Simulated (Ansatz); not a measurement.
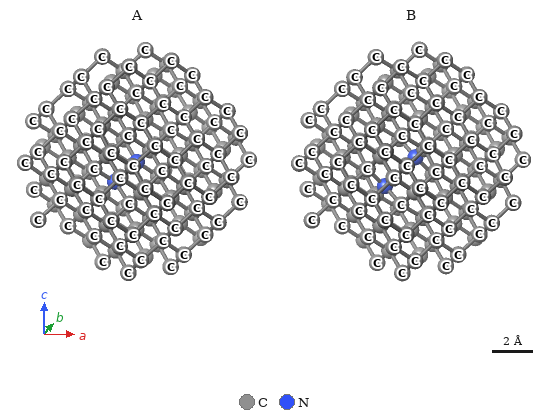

Two geometries of a defect cell of composition C$_{62}$N$_{2}$, drawn at one scale. One is the start of a relaxation, the other its converged end. The picture is a ball-and-stick view of the atoms within 5.8 Å of the atom that moves most (axes of the cell of the calculation (origin shifted)), seen slightly off an axis.

Method: Ansatz, DFT, PBEsol, PAW, plane waves. Set-up: plane-wave cutoff 420 eV; k-point mesh 1 × 1 × 1; mesh shifted by (0.25, 0.25, 0.25); no spin polarisation; atoms relaxed in a fixed cell; force threshold 0.03 eV/Å; at most 80 steps.

### Which of the two is the end point?

Structure B is the relaxed one. Over 6 accepted moves (7 points after the start) the energy falls by 6.875 eV per cell of the calculation. The largest force component goes from 4.4 to 0.0049 eV/Å. 1 step only repeated the SCF at the same geometry. An N atom moves most: 0.34 Å along [1 1 1]. Largest moves by element: N 0.34 Å, C 0.13 Å. The cell stays as it was. Near-neighbour distances that change, for instance: N–N 1.532 → 2.196 Å, C–N 1.603 → 1.438 Å, C–N 1.575 → 1.437 Å, C–C 1.452 → 1.554 Å. Bonds break: N–N (1.53 → 2.20 Å). Bond angles that change, for instance: C–C–N 110.8° → 101.8°, C–N–C 109.1° → 117.1°, C–C–N 109.6° → 101.9°. The run took 22 s on 12 threads of AMD EPYC 7R43 64-Core Processor, peak memory 0.81 GiB.

Limits of the set-up: the periodic images lie only 7.1 Å apart, so the values are limited by the cell's size.
